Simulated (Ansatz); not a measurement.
# Two runs on TiAl

System: TiAl (Pmm2, 2 atoms in the cell).
Method of run A: DFT r2SCAN, scalar-relativistic, plane waves, PAW, no spin polarisation (Ansatz 0.2.0).

The structure derives from an entry of the Crystallography Open Database. Text and figures count atoms from 1; the logs count them from 0 in places.

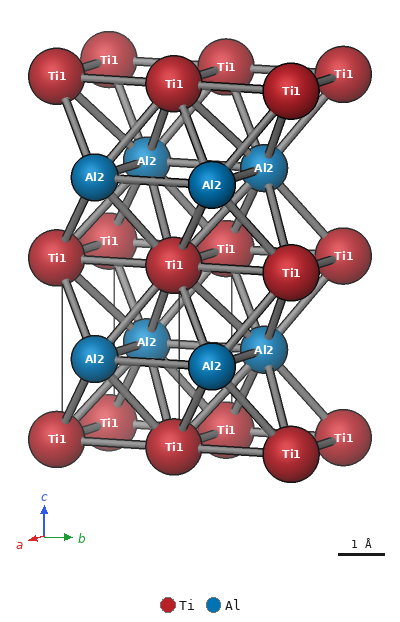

The structure (ball-and-stick view of the cell of the calculation, repeated 2 × 2 × 2, seen slightly off an axis; atoms are numbered from 1 in the order of the input). An atom can appear more than once, as a periodic image. Near neighbours in the periodic cell (some may lie outside the picture): Ti has 8 Al at 2.72 to 3.01 Å and 4 Ti at 2.84 Å; Al has 4 Al at 2.84 Å and 8 Ti at 2.72 to 3.01 Å.

## The input, run A
```yaml
crystal:
  lattice:
    - [2.8373, 0.0, 0.0]
    - [0.0, 2.8373, 0.0]
    - [0.0, 0.0, 4.0591]
  atoms:
    - { symbol: Ti, position: [0.1057343249, 0.0, 0.0] }
    - { symbol: Al, position: [0.5, 0.5, 0.5] }
basis:
  ecutwfc: 500
kpoints:
  mp_grid: { grid: [16, 16, 12] }
hamiltonian:
  xc: r2scan
scf:
  occupations: { method: gaussian, width: 0.15 }
output:
  forces: true
  stress: true
  eigenvalues: true
```

Command:
```bash
ansatz run input.yaml --threads 1 --pin off --max-ram 2560MiB --backend cpu --events-out ev --progress --plain --runs-dir out
```

Hardware: 1 thread of Intel Xeon @ 2.50GHz (Skylake/Cascade Lake), 189 GiB of memory available, shared host.

## Output, shortened to warnings, some set-up lines, iterations and results (run A)
```
Basis set: ecut = 500 eV, 831 PW (Γ), exchange–correlation on 96×96×120 points (64 copies of the dense FFT grid, shifted against one another)
Symmetry: 4 space group operations
k-points: 567 of 3072 (time reversal used)
Initial density: superposition of atomic densities (neutral atoms: chi_scale 0, normalization atom), corrected by the library's trained network
[...]
SCF iter   1: F=—  HF=-3045.451983 eV  |F-HF|=—  |Δ(HF+E_count)|=         —  Δρ=1.17e-2  dr2=4.10e-2  dr2_τ=1.82e-2  ethr=1.77e-3  ⟨swp⟩=4.9  Hψ=34256  notcnv=0
SCF iter   2: F=—  HF=-3045.481468 eV  |F-HF|=—  |Δ(HF+E_count)|=   2.95e-2  Δρ=3.85e-3  dr2=3.45e-3  dr2_τ=6.48e-4  ethr=2.73e-4  ⟨swp⟩=2.7  Hψ=17350  notcnv=0  defer=59
SCF iter   3: F=—  HF=-3045.481745 eV  |F-HF|=—  |Δ(HF+E_count)|=   2.77e-4  Δρ=1.78e-3  dr2=7.52e-4  dr2_τ=4.52e-5  ethr=2.30e-5  ⟨swp⟩=2.3  Hψ=8728  notcnv=0  defer=59
SCF iter   4: F=—  HF=-3045.482038 eV  |F-HF|=—  |Δ(HF+E_count)|=   2.93e-4  Δρ=7.91e-4  dr2=2.26e-4  dr2_τ=1.71e-5  ethr=5.02e-6  ⟨swp⟩=2.8  Hψ=10402  notcnv=0  defer=59
SCF iter   5: F=—  HF=-3045.482038 eV  |F-HF|=—  |Δ(HF+E_count)|=   8.99e-8  Δρ=1.61e-4  dr2=2.94e-6  dr2_τ=3.70e-7  ethr=1.51e-6  ⟨swp⟩=2.2  Hψ=8174  notcnv=0  defer=59
SCF iter   6: F=—  HF=-3045.482040 eV  |F-HF|=—  |Δ(HF+E_count)|=   1.82e-6  Δρ=1.75e-5  dr2=5.19e-8  dr2_τ=2.64e-9  ethr=6.67e-10  ⟨swp⟩=3.1  Hψ=26909  notcnv=0
SCF iter   7: F=-3045.482040 eV  HF=-3045.482040 eV  |F-HF|=1.58e-10  |Δ(HF+E_count)|=   1.84e-8  Δρ=4.29e-6  dr2=3.74e-9  dr2_τ=2.23e-10  ethr=3.46e-10  ⟨swp⟩=2.0  Hψ=23354  …
SCF 1 converged in 7 iterations: F = -3045.482040 eV  dr2 = 3.74e-9
SCF converged after 7 iterations
Free energy (F): -3045.482040 eV
Harris-Foulkes:  -3045.482040 eV  (|F-HF|=1.58e-10)
Internal energy: -3045.463059 eV  (E = F + TS)
E sigma→0 (E₀):  -3045.472550 eV
Entropy (-TS):   -0.018981 eV (-9.490 meV/atom)
Fermi energy:    10.850833 eV
--- Per-component energies (eV) ---
  E_band       = -180.246361
  E_kinetic    = 296.869883
  E_local      = -1077.823828  (includes V_loc(G=0)·N_el)
  E_nonlocal   = 18.055349
  E_hartree    = 460.645924
  E_xc         = -130.099712
  E_vxc        = -164.543230  (∫ρ·V_xc dr)
  E_paw        = -1530.563380  (= ΣΔE_a)
  E_vpaw       = -184.447551  (= ΣTr[D̂ρ^β])
  E_aug_tail   = 0.000092  (compensation charges beyond the density's cutoff)
  E_vtau       = 10.351363  (kinetic-family band-sum trace: ∫τ·v_τ [+ j·A + Jᵃ·Aᵃ] dr)
  E_ewald      = -1082.233822
  E_core_change = -0.313565  (= ΣΔE_core)
  E_smearing   = -0.018981  (= −TS)
  E_closure    = -0.000000  (closes the sum)
  Σ components = -3045.482040   (vs F -3045.482040, Δ=0.00e0)
--- Forces (eV/Å), atoms counted from 1 ---
  atom   1  Ti    -1.35482688     0.00000000     0.00000000
  atom   2  Al     1.35486123     0.00000000     0.00000000
  max |Σ_I F_I| component: 3.43e-5 eV/Å
--- Stress (GPa, compression-positive) ---
       -2.091081       0.000000       0.000000
        0.000000      -0.574102       0.000000
        0.000000       0.000000       3.164891
  P = ⅓ Tr σ = 0.1666 GPa (1.666 kbar)
```

Run B used a changed input.

## The two runs side by side

| quantity | run A | run B |
| --- | --- | --- |
| outcome | converged | converged |
| free energy per atom (eV) | −1522.7410 | −1522.7860 |
| energy per atom, smearing taken to zero (eV) | −1522.7363 | −1522.7814 |
| gap on the mesh (eV) | 0.00 | 0.00 |
| pressure (GPa) | 0.17 | −0.78 |
| largest force (eV/Å) | 1.355 | 1.041 |
| SCF iterations | 7 | 7 |
| irreducible k-points | 567 | 567 |
| plane waves at Γ | 831 | 831 |
| wall time (shared host) | 92 s | 98 s |

What was changed in the input?

The change (lines with − go, lines with + come):
```diff
-    - { symbol: Ti, position: [0.1057343249, 0.0, 0.0] }
+    - { symbol: Ti, position: [-0.0793007437, 0.0, 0.0] }
```

With the same functional and potentials, run B lies 45.0 meV per atom lower. The pressure goes from 0.17 to −0.78 GPa. The largest force goes from 1.355 to 1.041 eV/Å. The number of SCF iterations is the same.

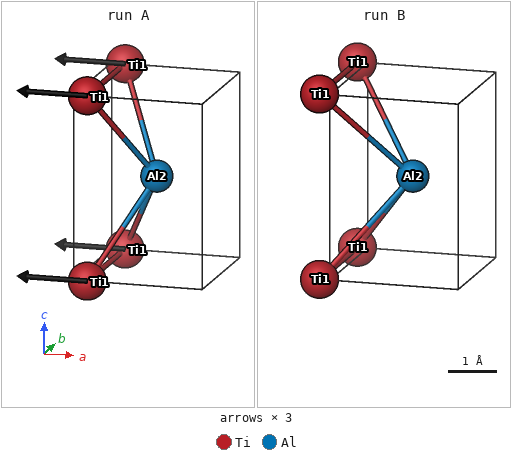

The two input geometries at one scale (ball-and-stick view of the cell of the calculation, seen slightly off an axis). The black arrows on the first give the shifts of the atoms relative to the cell, magnified 3 times. The largest move is that of Ti1, 0.53 Å. Al stays in place. The cell stays as it was. Among the contacts that change: Ti1–Al2 3.014 → 2.749 Å.

## Output, shortened to warnings, some set-up lines, iterations and results (run B)
```
Basis set: ecut = 500 eV, 831 PW (Γ), exchange–correlation on 96×96×120 points (64 copies of the dense FFT grid, shifted against one another)
Symmetry: 4 space group operations
k-points: 567 of 3072 (time reversal used)
Initial density: superposition of atomic densities (neutral atoms: chi_scale 0, normalization atom), corrected by the library's trained network
[...]
SCF iter   1: F=—  HF=-3045.542438 eV  |F-HF|=—  |Δ(HF+E_count)|=         —  Δρ=1.17e-2  dr2=4.03e-2  dr2_τ=1.81e-2  ethr=1.77e-3  ⟨swp⟩=4.9  Hψ=34246  notcnv=0
SCF iter   2: F=—  HF=-3045.571444 eV  |F-HF|=—  |Δ(HF+E_count)|=   2.90e-2  Δρ=3.86e-3  dr2=3.42e-3  dr2_τ=6.43e-4  ethr=2.69e-4  ⟨swp⟩=2.7  Hψ=17367  notcnv=0  defer=60
SCF iter   3: F=—  HF=-3045.571748 eV  |F-HF|=—  |Δ(HF+E_count)|=   3.05e-4  Δρ=1.80e-3  dr2=7.71e-4  dr2_τ=4.45e-5  ethr=2.28e-5  ⟨swp⟩=2.3  Hψ=8677  notcnv=0  defer=60
SCF iter   4: F=—  HF=-3045.572045 eV  |F-HF|=—  |Δ(HF+E_count)|=   2.97e-4  Δρ=7.99e-4  dr2=2.23e-4  dr2_τ=1.74e-5  ethr=5.14e-6  ⟨swp⟩=2.8  Hψ=10421  notcnv=0  defer=60
SCF iter   5: F=—  HF=-3045.572048 eV  |F-HF|=—  |Δ(HF+E_count)|=   3.27e-6  Δρ=1.61e-4  dr2=3.17e-6  dr2_τ=3.65e-7  ethr=1.49e-6  ⟨swp⟩=2.2  Hψ=8189  notcnv=0  defer=60
SCF iter   6: F=—  HF=-3045.572045 eV  |F-HF|=—  |Δ(HF+E_count)|=   3.31e-6  Δρ=1.61e-5  dr2=4.38e-8  dr2_τ=2.03e-9  ethr=6.67e-10  ⟨swp⟩=3.2  Hψ=26937  notcnv=0
SCF iter   7: F=-3045.572045 eV  HF=-3045.572045 eV  |F-HF|=1.59e-10  |Δ(HF+E_count)|=   1.62e-8  Δρ=3.58e-6  dr2=2.74e-9  dr2_τ=1.58e-10  ethr=2.92e-10  ⟨swp⟩=2.0  Hψ=23424  …
SCF 1 converged in 7 iterations: F = -3045.572045 eV  dr2 = 2.74e-9
SCF converged after 7 iterations
Free energy (F): -3045.572045 eV
Harris-Foulkes:  -3045.572045 eV  (|F-HF|=1.59e-10)
Internal energy: -3045.553452 eV  (E = F + TS)
E sigma→0 (E₀):  -3045.562749 eV
Entropy (-TS):   -0.018593 eV (-9.296 meV/atom)
Fermi energy:    10.864857 eV
--- Per-component energies (eV) ---
  E_band       = -180.262786
  E_kinetic    = 296.681712
  E_local      = -1076.572503  (includes V_loc(G=0)·N_el)
  E_nonlocal   = 17.934485
  E_hartree    = 460.102791
  E_xc         = -130.074701
  E_vxc        = -164.493465  (∫ρ·V_xc dr)
  E_paw        = -1530.500756  (= ΣΔE_a)
  E_vpaw       = -184.357034  (= ΣTr[D̂ρ^β])
  E_aug_tail   = 0.000092  (compensation charges beyond the density's cutoff)
  E_vtau       = 10.338690  (kinetic-family band-sum trace: ∫τ·v_τ [+ j·A + Jᵃ·Aᵃ] dr)
  E_ewald      = -1082.811007
  E_core_change = -0.313565  (= ΣΔE_core)
  E_smearing   = -0.018593  (= −TS)
  E_closure    = 0.000000  (closes the sum)
  Σ components = -3045.572045   (vs F -3045.572045, Δ=0.00e0)
--- Forces (eV/Å), atoms counted from 1 ---
  atom   1  Ti     1.04107561     0.00000000     0.00000000
  atom   2  Al    -1.04112152     0.00000000     0.00000000
  max |Σ_I F_I| component: 4.59e-5 eV/Å
--- Stress (GPa, compression-positive) ---
       -2.154772       0.000000       0.000000
        0.000000      -1.327195       0.000000
        0.000000       0.000000       1.155478
  P = ⅓ Tr σ = -0.7755 GPa (-7.755 kbar)
```
